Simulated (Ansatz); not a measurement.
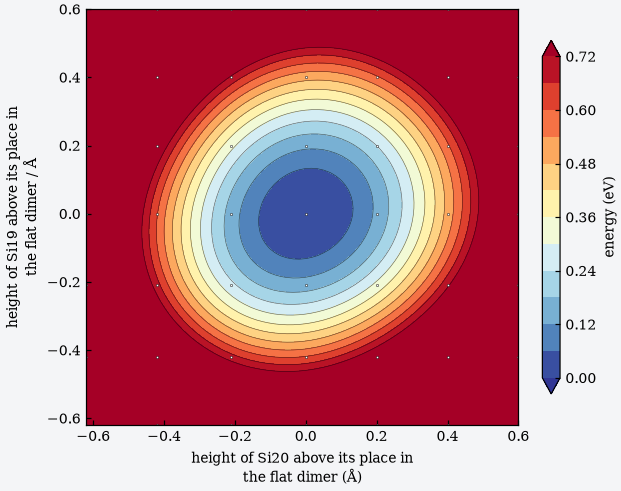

A SiC(100) slab cut from the F-43m phase, its lower face capped with 8 H atoms (28 atoms in the cell). 
- Two atoms of the surface dimers are held at set heights.
- Coordinates scanned: (1) height of Si20 above its place in the flat dimer; (2) height of Si19 above its place in the flat dimer.
- Relaxed at each point: all atoms of the upper layers, but for the two heights.
- The scan uses a 7 × 7 grid; 28 points were computed and 21 follow by symmetry.
- Points are written as (first, second).
- Energies: eV, counted from the lowest grid point.
- The calculation used DFT LDA, scalar-relativistic, plane waves, PAW in Ansatz 0.2.0. Settings: cutoff 420 eV, k-mesh 4×4×1, gaussian smearing 0.05 eV, no spin polarisation.

The picture shows filled contours, dots at the grid points, one colour for all values above the top of the scale. Between grid points the surface is interpolated.

Estimate the position of the minimum and the force constants in these coordinates.

Answer. The interpolated minimum is at the first coordinate ≈ 0.00 Å, the second coordinate ≈ 0.00 Å. The curvatures there are about 7 eV/Å² and 7 eV/Å², with a cross term of about −0.91 eV/Å² (per cell of 28 atoms). Round the minimum the two coordinates are weakly coupled (coupling −0.13 in units of the two stiffnesses).
